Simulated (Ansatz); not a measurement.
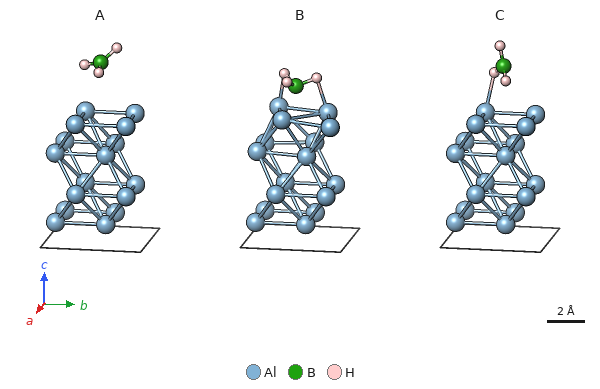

3 geometries from one constrained relaxation of a slab of composition Al16BH3 (cut from the Fm-3m phase), in shuffled order. A ball-and-stick model of the cell of the calculation, outlined in the plane, without the vacuum (origin shifted), seen slightly off an axis.

Case: 1 BH3 a cell, upright, over an Al atom of a lower plane. The slab is the (1 0 0) face of Al with BH3 on it. 8 atoms are held fixed.

All numbers below come from Ansatz, DFT PBE+D3(BJ), scalar-relativistic, plane waves, PAW. Set-up: plane-wave cutoff 420 eV; k-point mesh 4 × 4 × 1; occupations gaussian; smearing width 0.1 eV; no spin polarisation; dipole correction; atoms relaxed in a fixed cell; force threshold 0.04 eV/Å; at most 100 steps.

> Put them in the order of the run, from the start to the converged end.

C, A, B. They are steps 0, 16, 33, at +1.613 eV per cell of the calculation, +1.125 eV per cell of the calculation relative to the last. Over 30 accepted moves (33 points after the start) the energy falls by 1.613 eV per cell of the calculation. The largest force component goes from 1.1 to 0.029 eV/Å. The line search rejected the trial step at point 31 of the run. 2 steps only repeated the SCF at the same geometry. The forces were under the threshold at step 4, but the run went on from there. The atom that moves furthest is an H atom (2.04 Å at 27° to the normal (−c side)). Largest moves by element: H 2.04 Å, B 1.18 Å, Al 0.68 Å. The cell doesn't change. Near-neighbour distances that change, for instance: Al–H 4.412 → 2.073 Å, Al–Al 3.983 → 2.954 Å, Al–Al 3.983 → 3.073 Å, Al–Al 2.864 → 3.547 Å. Bond angles that change, for instance: Al–Al–Al 180.0° → 151.1°, Al–Al–Al 180.0° → 151.7°, Al–Al–Al 90.0° → 62.2°.

Limits of the set-up: the periodic images lie only 5.6 Å apart, so the values are limited by the cell's size.
